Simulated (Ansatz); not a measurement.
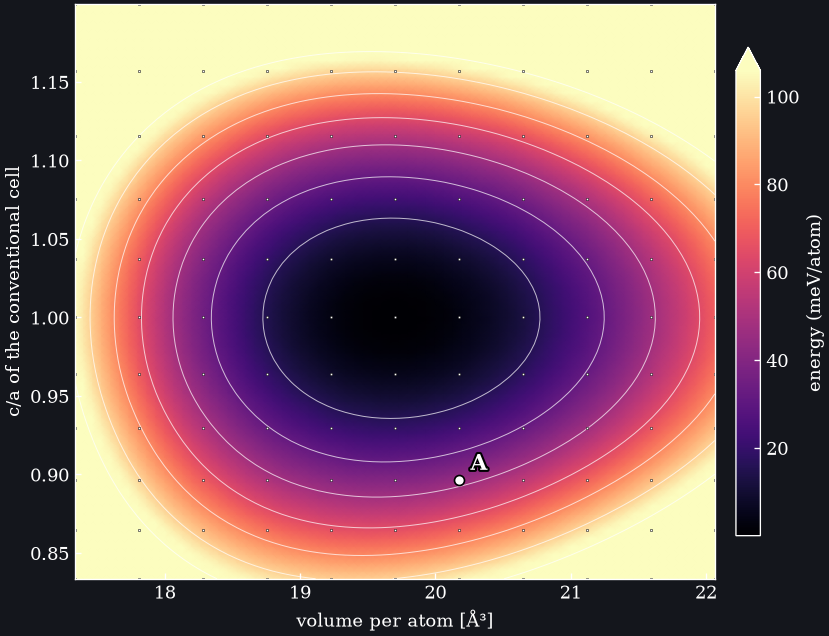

Si (Fd-3m, No. 227; 2 atoms in the cell). The energy is mapped over volume and the cell's shape. First axis: volume per atom. Second axis: c/a of the conventional cell. Nothing is relaxed (symmetry fixes all fractional coordinates). The scan uses an 11 × 11 grid. Points are written as (first, second). Energies: meV/atom, counted from the lowest grid point. The band gap closes in part of the range. Theory: DFT LDA, scalar-relativistic, plane waves, PAW in Ansatz 0.2.0. Settings: cutoff 420 eV, k-mesh 12×12×12, gaussian smearing 0.05 eV, no spin polarisation.

Drawn: a smooth colour map with a few white contour lines, dots at the grid points, one colour for all values above the top of the scale, the point A. Between grid points the surface is interpolated.

Which way does the force act at A, and how strong is it?

Answer. A, at (20.17 Å³, 0.897), is not a stationary point. The computed force is 16 meV/atom for each Å³ towards smaller values of volume per atom and 760 meV/atom for each unit towards larger values of c/a of the conventional cell.

PAW datasets: the set soft_1.
